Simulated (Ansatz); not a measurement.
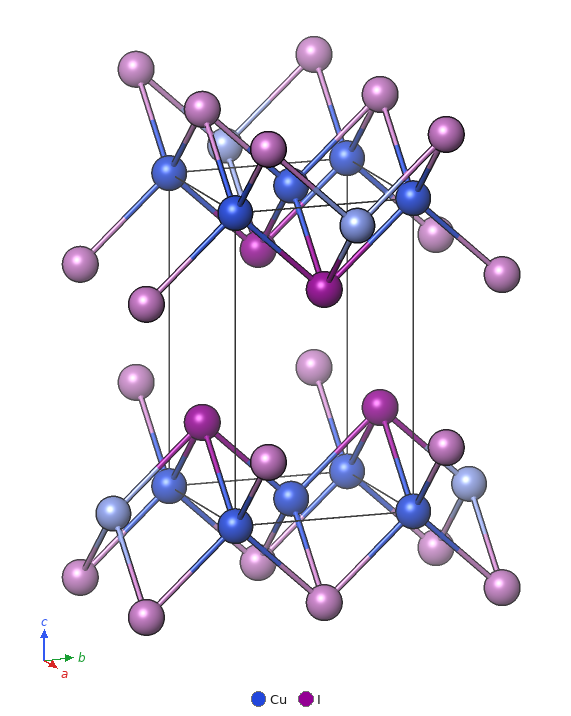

Structure drawing (ball-and-stick), viewed slightly off an axis. The conventional unit cell is outlined; an atom on or near a face, edge or corner is repeated at each equivalent position. Outside the box, the atoms bonded to those within are drawn, in fainter colours.

CuI, space group P4/nmm (No. 129), a = 3.906 Å, b = 3.906 Å, c = 6.614 Å, α = 90.00°, β = 90.00°, γ = 90.00°. The starting point was a structure listed in the Materials Project. The cell was then strained or its atoms displaced on purpose. It went into a calculation with Ansatz.

This one geometry was computed with Ansatz (DFT, plane waves, PAW) at three levels of theory: PBE, HSE06 and r2SCAN.

How does the band gap change with the level of theory?

PBE: a gap of 1.58 eV, direct; r2SCAN: a gap of 2.08 eV, direct; HSE06: a gap of 2.87 eV, direct.

Collect the results in a table.

| level | cutoff (eV) | k-mesh of the run's cell | gap (eV) | pressure (GPa) |
| --- | --- | --- | --- | --- |
| PBE | 420 | 6×6×4 | 1.58 | 3.7 |
| HSE06 | 420 | 4×4×4 | 2.87 | 3.9 |
| r2SCAN | 500 | 6×6×4 | 2.08 | 2.6 |

Gaps are taken on the k-mesh or band path of each run.
